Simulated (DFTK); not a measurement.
```xyz
12
Lattice="5.0901 0.0000 0.0000 0.0000 5.0901 0.0000 0.0000 0.0000 5.0901" Properties=species:S:1:pos:R:3 pbc="T T T"
Zr    0.0000    0.0000    0.0000
Zr    2.5451    2.5451    0.0000
Zr    2.5451    0.0000    2.5451
Zr    0.0000    2.5451    2.5451
O     3.8176    1.2725    1.2725
O     1.2725    3.8176    1.2725
O     1.2725    1.2725    3.8176
O     3.8176    3.8176    3.8176
O     1.2725    1.2725    1.2725
O     3.8176    3.8176    1.2725
O     3.8176    1.2725    3.8176
O     1.2725    3.8176    3.8176
```

Space group Fm-3m; a structure from a database of computed crystals, not necessarily the ambient phase; computed pressure about 3 GPa in this cell.

Method: DFTK, Kohn-Sham DFT of a periodic cell, PBE, dojo.nc.sr.PBE.v0_4_1.standard.upf.

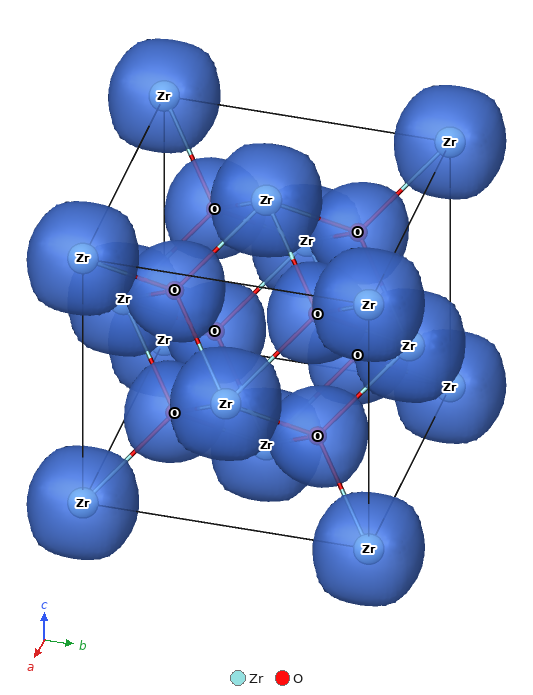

ZrO$_{2}$. Isosurface of the valence charge density (pseudo) at 0.6 e/Å³ (blue), seen at an oblique angle. Sticks mark near contacts.

The density is the valence pseudo-density of a pseudopotential calculation; it isn't the true density close to the nuclei.

What does this surface tell about the bonding?

Answer. At this value the density breaks into separate islands; it holds about 75 % of the electrons treated as valence. It bridges none of the near contacts. It is pinched off along the shortest Zr–O (2.20 Å) contacts. On the grid the lowest density along these lines, outside the cores, is 0.52 e/Å³ (Zr–O, 2.20 Å).

Metal or insulator at this level of theory?

Answer. It is gapped, with a Kohn–Sham gap of 3.4 eV on the k-point mesh (the band edges may lie off the mesh, which would make the gap smaller).
